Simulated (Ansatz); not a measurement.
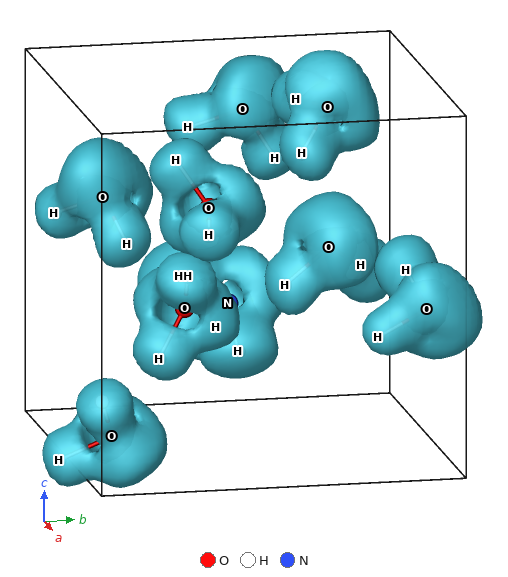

The picture shows: H$_{19}$NO$_{8}$ (amorphous cell). Isosurface of the electron localisation function at 0.75 (cyan), seen slightly off an axis. Only the valence region is drawn (cores and ρ < 0.01 e/Å³ removed). Sticks mark near contacts.

Computed with Ansatz 0.2.0, DFT PBE-D3(BJ), scalar-relativistic, plane waves, PAW.

```yaml
crystal:
  lattice:
    - [6.30883, 0.00000, 0.00000]
    - [0.00000, 6.30883, 0.00000]
    - [0.00000, 0.00000, 6.30883]
  atoms:
    - { symbol: O, position: [0.73057, 0.67708, 0.97915] }
    - { symbol: H, position: [0.58497, 0.61897, 0.96877] }
    - { symbol: H, position: [0.80464, 0.59036, 0.87209] }
    - { symbol: O, position: [0.24002, 0.16382, 0.63989] }
    - { symbol: H, position: [0.34731, 0.20647, 0.53263] }
    - { symbol: H, position: [0.14947, 0.04848, 0.57916] }
    - { symbol: O, position: [0.77632, 0.07588, 0.10893] }
    - { symbol: H, position: [0.86761, 0.02918, 0.22833] }
    - { symbol: H, position: [0.74279, 0.93640, 0.04171] }
    - { symbol: O, position: [0.96617, 0.90111, 0.46433] }
    - { symbol: H, position: [0.83613, 0.87004, 0.54256] }
    - { symbol: H, position: [0.01512, 0.75408, 0.40462] }
    - { symbol: O, position: [0.33769, 0.52733, 0.88654] }
    - { symbol: H, position: [0.36737, 0.60748, 0.75445] }
    - { symbol: H, position: [0.31412, 0.38150, 0.83813] }
    - { symbol: O, position: [0.56455, 0.31893, 0.40019] }
    - { symbol: H, position: [0.67105, 0.30533, 0.51507] }
    - { symbol: H, position: [0.62157, 0.23607, 0.27880] }
    - { symbol: O, position: [0.51007, 0.72522, 0.53629] }
    - { symbol: H, position: [0.42690, 0.83124, 0.46362] }
    - { symbol: H, position: [0.51959, 0.60235, 0.44016] }
    - { symbol: O, position: [0.84647, 0.32756, 0.74450] }
    - { symbol: H, position: [0.82364, 0.24080, 0.87364] }
    - { symbol: H, position: [0.99443, 0.29549, 0.70446] }
    - { symbol: N, position: [0.06652, 0.54303, 0.28541] }
    - { symbol: H, position: [0.19113, 0.54375, 0.18236] }
    - { symbol: H, position: [0.07510, 0.40591, 0.37100] }
    - { symbol: H, position: [0.93437, 0.53726, 0.19084] }
```

Identify the bonds, lone pairs and shells in this picture.

At this value the surface marks out one joined region spread over several atoms (H, N), in which their bonds and any lone pairs are merged and eight joined regions spread over several atoms (H, O), in which their bonds and any lone pairs are merged, counted in one cell of 28 atoms. Any copies at cell faces, edges or corners count once.

Values along the shortest contacts:
O–H (0.97 Å): the ELF climbs to about 1 towards the hydrogen, as it does in any bond to H (an ordinary covalent bond to hydrogen). N–H (1.02 Å): the ELF climbs to about 1 towards the hydrogen; a covalent bond by its length.

Metal or insulator at this level of theory?

It is gapped, with a Kohn–Sham gap of 4.8 eV at the Γ point, the only k-point used.
